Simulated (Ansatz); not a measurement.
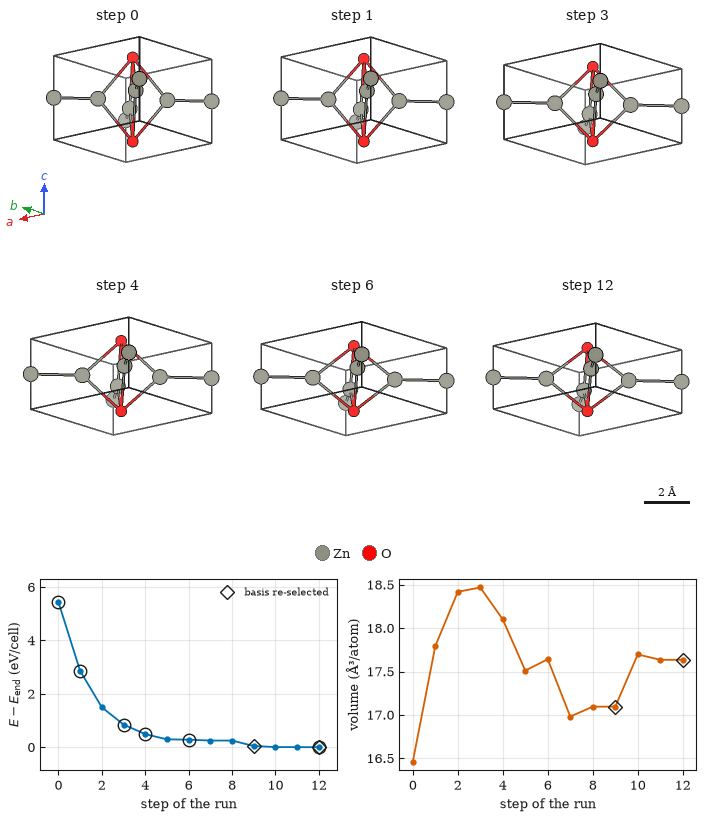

Frames of a relaxation of solid Zn5O (a generated structure, set up in P4/mmm) (coarse preliminary run), marked on the history of the run. Style: ball-and-stick. Shown: the cell of the calculation, from a free direction.

These are results of DFT PBE, scalar-relativistic, plane waves, PAW in Ansatz, not measurements.

Input file:
```yaml
crystal:
  lattice:
    - [5.02624013, 0.0, 0.0]
    - [0.0, 5.02624013, 0.0]
    - [0.0, 0.0, 3.90930165]
  atoms:
    - { symbol: Zn, position: [0.280308, 0.280308, 0.5] }
    - { symbol: Zn, position: [0.719692, 0.719692, 0.5] }
    - { symbol: Zn, position: [0.280308, 0.719692, 0.5] }
    - { symbol: Zn, position: [0.719692, 0.280308, 0.5] }
    - { symbol: Zn, position: [0.0, 0.0, 0.5] }
    - { symbol: O, position: [0.5, 0.5, 0.0] }
basis:
  ecutwfc: 420
kpoints:
  mp_grid: { grid: [4, 4, 4] }
hamiltonian:
  xc: pbe
scf:
  occupations: { method: gaussian, width: 0.1 }
  lower_state_search: "off"
output:
  forces: true
  stress: true
  eigenvalues: true
relax:
  adjacent_minimum: "off"
  f_tol: 0.04
  max_steps: 70
  cell: { stress_tol: 0.4 }
```

Command:
```bash
ansatz run input.yaml --threads 1 --pin off --max-ram 2560MiB --backend cpu --events-out ev --progress --plain --runs-dir out
```

> Describe the path.

The atoms keep their places relative to the cell (all moves are under 0.005 Å). Cell: a = b 5.026 → 5.994 Å (+19.3 %), c 3.909 → 2.945 Å (−24.7 %). Volume +7.1 %. Some distances before and after: Zn1–Zn3 2.208 → 2.630 Å, Zn1–Zn5 1.992 → 2.379 Å, Zn1–O6 2.502 → 2.372 Å. The space group stays P4/mmm (No. 123). The energy falls by 5.443 eV per cell of the calculation in 10 accepted moves (12 points after the start). Largest force component: 1.8 eV/Å at the start, 0.0084 eV/Å at the end. The pressure goes from 30.74 to −0.01 GPa. At 2 points the geometry stayed and the basis and grid were re-selected for the new cell (energy shift of 0.204 eV per cell of the calculation at most each time). From step 0 to 1: Zn atoms move most (0.04 Å), volume +8.1 %, energy −2.581 eV per cell of the calculation. From step 1 to 3: volume +3.8 %, energy −2.010 eV per cell of the calculation. From step 3 to 4: volume −2.0 %, energy −0.360 eV per cell of the calculation. From step 4 to 6: Zn atoms move most (0.05 Å), volume −2.5 %, energy −0.208 eV per cell of the calculation. From step 6 to 12: Zn atoms move most (0.02 Å), energy −0.284 eV per cell of the calculation.

```tsv
step	E − E(0), meV/atom	largest force component, eV/Å	pressure, GPa	volume, Å³/atom	note
0	0.00	1.8409	30.74	16.460	
1	-430.11	0.2388	14.92	17.792	
2	-657.56	0.0505	6.43	18.419	
3	-765.18	0.1329	2.39	18.469	
4	-825.24	0.1507	0.67	18.101	
5	-857.89	0.1395	0.13	17.511	
6	-859.83	0.1928	-1.91	17.642	
7	-865.37	0.0257	0.13	16.981	
8	-865.55	0.0013	0.04	17.095	
9	-899.47	0.0207	2.47	17.095	same geometry, new basis
10	-905.93	0.0797	-0.08	17.697	
11	-906.37	0.0082	0.00	17.635	
12	-907.12	0.0084	-0.01	17.635	same geometry, new basis
```

Limits of the set-up: the k-point mesh is coarse for a cell with partly filled bands; layers or molecules are held without a dispersion correction, so their spacing is unreliable.
